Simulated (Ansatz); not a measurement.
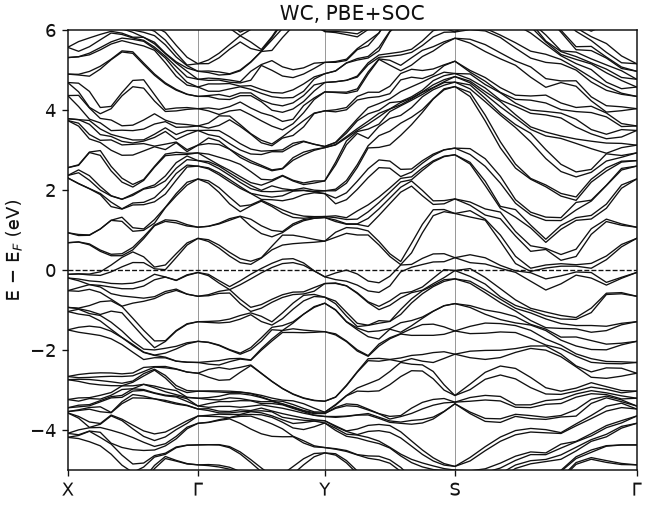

Band structure. Energies are counted from the Fermi level.

Input of the run:

```
crystal:
  lattice:
    - [2.8470769657, 0.0, 0.0]
    - [0.0, 2.9217712149, 0.0]
    - [0.0, 0.0, 24.2778696859]
  atoms:
    - { symbol: W, position: [0.0, 0.5, 0.312107052] }
    - { symbol: C, position: [0.5, 0.5, 0.3777296987] }
    - { symbol: W, position: [0.0, 0.0, 0.4145491223] }
    - { symbol: C, position: [0.5, 0.0, 0.4831194535] }
    - { symbol: W, position: [0.0, 0.5, 0.5181259302] }
    - { symbol: C, position: [0.5, 0.5, 0.5869517599] }
    - { symbol: W, position: [0.0, 0.0, 0.6249519863] }
    - { symbol: C, position: [0.5, 0.0, 0.6824649972] }
basis:
  ecutwfc: 420
kpoints:
  mp_grid: { grid: [12, 12, 1] }
  band_path:
    path: [[0.5, 0, 0], [0, 0, 0], [0, 0.5, 0], [0.5, 0.5, 0], [0, 0, 0]]
    npoints: 12
hamiltonian:
  xc: pbe
scf:
  occupations: { method: gaussian, width: 0.1 }
  n_extra_bands: 44
output:
  forces: true
  eigenvalues: true
  populations: true
  fatbands: true
  write_density: true
  write_potential: true
  elf: true
  volumetric_format: npy
magnetization:
  noncollinear: true
  spin_orbit: true
efield:
  axis: 3
  dipole_correction: true
  ramp_width: 0.04
```

Command:
```bash
ansatz run input.yaml --threads 2 --pin off --max-ram 5632MiB --backend cpu --events-out ev --progress --plain --runs-dir out
```

Does this material conduct, going by its bands?

A metal: bands cross the Fermi level along this path.

By band count a gap could open at this filling. What closes it?

The last band that the electron count would fill rises to 0.41 eV above the Fermi level between Y and S, leaving holes there, and the next band dips to 0.14 eV below it between X and Γ, holding electrons: an overlap of 0.54 eV.
